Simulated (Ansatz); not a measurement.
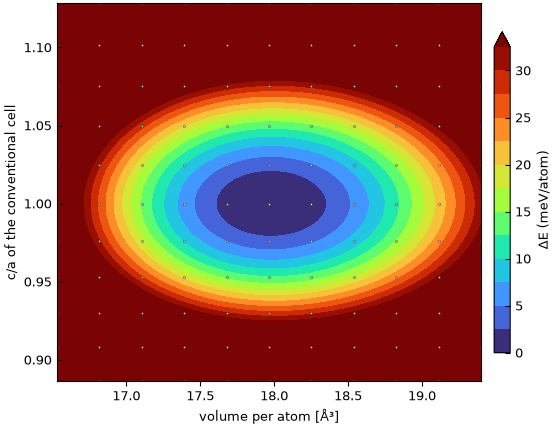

Si (Ia-3, No. 206; 8 atoms in the cell). The energy is mapped over volume and the cell's shape. Coordinates scanned: (1) volume per atom; (2) c/a of the conventional cell. Nothing is relaxed (fractional coordinates fixed). Grid: 11 × 11 points. Points are written as (first, second). All energies are given in meV/atom relative to the lowest grid point. These are results of DFT PBEsol, scalar-relativistic, plane waves, PAW in Ansatz, not measurements. Settings: cutoff 420 eV, k-mesh 10×10×10, gaussian smearing 0.15 eV, no spin polarisation.

Drawn: filled contours, dots at the grid points, one colour for all values above the top of the scale. Between grid points the surface is interpolated.

> Where is the minimum, and how stiff is the well along each coordinate?

The interpolated minimum is at volume per atom ≈ 17.974 Å³, c/a of the conventional cell ≈ 1.000. The curvatures there are about 0.29 eV/(Å³)² and 89 eV, with a cross term of about 0 eV/Å³ (per cell of 8 atoms). Round the minimum the two coordinates are nearly uncoupled.

PAW datasets: the set soft_1.
